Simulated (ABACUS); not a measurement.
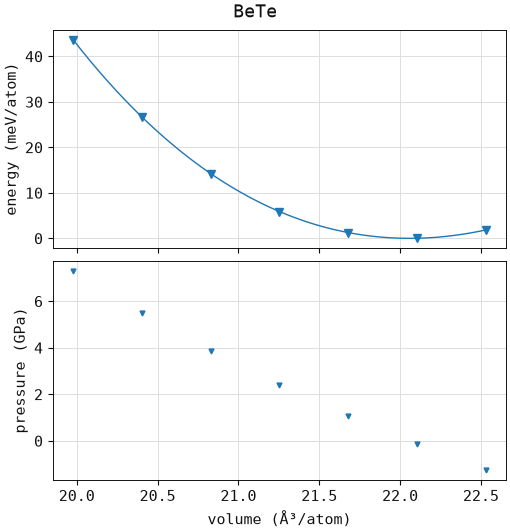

The picture above shows the energy and pressure against volume for BeTe, space group F-43m (No. 216).

Cell as given: a = 3.917 Å, b = 3.917 Å, c = 3.917 Å, α = 60.00°, β = 60.00°, γ = 60.00°; 2 atoms.

Calculation (ABACUS 3.10.1): DFT in plane waves or numerical atomic orbitals with pseudopotentials, no spin polarisation; energies at scaled volumes of the given cell, shape and fractions fixed, counted from the fit's minimum, third-order Birch-Murnaghan fit. Level: PBEsol.

k mesh 8×8×8; occupations Fermi–Dirac; smearing width 0.05 eV; potentials PseudoDojo NC SR 0.4.1 PBEsol standard; wave cutoff 1211 eV; density cutoff 4844 eV; program settings basis pw.

How stiff is the solid, and where is its volume at rest?

Answer. A third-order Birch–Murnaghan fit gives V0 = 22.06 Å³/atom, B0 = 60.5 GPa and B′ = 4.0.

Read off the course of the pressure.

Answer. It falls from 7.28 GPa at volume 19.98 Å³/atom to −1.24 GPa at 22.53 Å³/atom, and changes sign near 22.05 Å³/atom.
